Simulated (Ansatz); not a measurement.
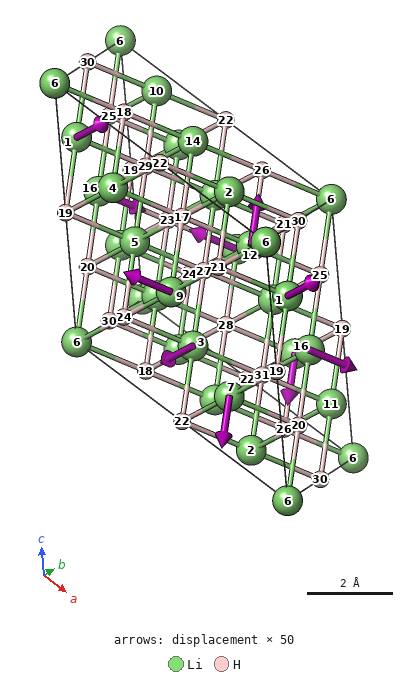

A relaxation of a defect cell of composition Li16H15 (coarse preliminary run). The starting structure is drawn; purple arrows show the displacements, 50 times their true length.

The picture is a ball-and-stick view of the cell of the calculation, seen slightly off an axis.

Case: H vacancy (site b), charge +0, atoms relaxed at the host's cell.

All numbers below come from DFT PBE, scalar-relativistic, plane waves, PAW (Ansatz 0.2.0).

Input file:
```yaml
crystal:
  lattice:
    - [-4.0071000518, 4.0071000518, -4.0071000518]
    - [4.0071000518, -4.0071000518, -4.0071000518]
    - [-4.0071000518, -4.0071000518, 4.0071000518]
  atoms:
    - { symbol: Li, position: [0.0, 0.25, 0.75], spin: 0.167 }
    - { symbol: Li, position: [0.75, 0.25, 1.0] }
    - { symbol: Li, position: [0.5, 0.25, 0.25], spin: 0.167 }
    - { symbol: Li, position: [0.25, 0.0, 0.75] }
    - { symbol: Li, position: [0.25, 0.25, 0.5] }
    - { symbol: Li, position: [1.0, 1.0, 1.0] }
    - { symbol: Li, position: [0.75, 0.0, 0.25], spin: 0.167 }
    - { symbol: Li, position: [0.5, 0.75, 0.75] }
    - { symbol: Li, position: [0.5, 0.0, 0.5], spin: 0.167 }
    - { symbol: Li, position: [0.25, 0.75, 1.0] }
    - { symbol: Li, position: [0.0, 0.75, 0.25] }
    - { symbol: Li, position: [0.75, 0.5, 0.75], spin: 0.167 }
    - { symbol: Li, position: [0.75, 0.75, 0.5] }
    - { symbol: Li, position: [0.5, 0.5, 1.0] }
    - { symbol: Li, position: [0.25, 0.5, 0.25] }
    - { symbol: Li, position: [0.0, 0.5, 0.5], spin: 0.167 }
    - { symbol: H, position: [0.5, 0.25, 0.75] }
    - { symbol: H, position: [0.25, 0.25, 0.0] }
    - { symbol: H, position: [0.0, 0.0, 0.5] }
    - { symbol: H, position: [0.0, 0.25, 0.25] }
    - { symbol: H, position: [0.75, 0.0, 0.75] }
    - { symbol: H, position: [0.5, 0.0, 0.0] }
    - { symbol: H, position: [0.25, 0.75, 0.5] }
    - { symbol: H, position: [0.25, 0.0, 0.25] }
    - { symbol: H, position: [0.0, 0.75, 0.75] }
    - { symbol: H, position: [0.75, 0.75, 0.0] }
    - { symbol: H, position: [0.5, 0.5, 0.5] }
    - { symbol: H, position: [0.5, 0.75, 0.25] }
    - { symbol: H, position: [0.25, 0.5, 0.75] }
    - { symbol: H, position: [0.0, 0.5, 0.0] }
    - { symbol: H, position: [0.75, 0.5, 0.25] }
  host:
    lattice:
      - [0.0, 2.0035500259, 2.0035500259]
      - [2.0035500259, 0.0, 2.0035500259]
      - [2.0035500259, 2.0035500259, 0.0]
    atoms:
      - { symbol: Li, position: [0.0, 0.0, 0.0] }
      - { symbol: H, position: [0.5, 0.5, 0.5] }
basis:
  ecutwfc: 420
  xc_grid: 2
kpoints:
  mp_grid: { grid: [1, 1, 1], shift: [0.0, 0.0, 0.0] }
hamiltonian:
  xc: pbe
scf:
  occupations: { method: gaussian, width: 0.01 }
output:
  forces: true
  stress: false
  eigenvalues: true
  populations: true
  charged_corrections:
    defect_position: [0.75, 0.25, 0.5]
    epsilon: [[14.9362, 0.0, 0.0], [0.0, 14.9362, 0.0], [0.0, 0.0, 14.9362]]
magnetization:
  spin_polarized: true
relax:
  adjacent_minimum: "off"
  f_tol: 0.025
  max_steps: 45
```

Run as
```bash
ansatz run input.yaml --threads 4 --pin off --max-ram 8192MiB --backend cpu --events-out ev --progress --plain --runs-dir out
```

**Which element moves most?**

Lithium: up to 0.028 Å, against 0.002 Å for hydrogen.

**What happened in the run?**

Over 1 accepted move (2 points after the start) the energy falls by 10.1 meV per cell of the calculation. The largest force component goes from 0.13 to 0.0036 eV/Å. The line search rejected the trial step at point 1 of the run. The largest moves, 0.028 Å, are those of Li1, Li3, Li7, Li9, Li12 and Li16. Li7 goes along [0 −1 −1]. By element the largest moves are Li 0.028 Å, H 0.002 Å. The lattice vectors keep their values. Some distances before and after: Li12–H26 2.004 → 1.976 Å. The run took 2.5 s on 4 threads of Arm Neoverse V2 (shared host), peak memory 0.39 GiB.

Limits of the set-up: the periodic images lie only 6.9 Å apart, so the values are limited by the cell's size.
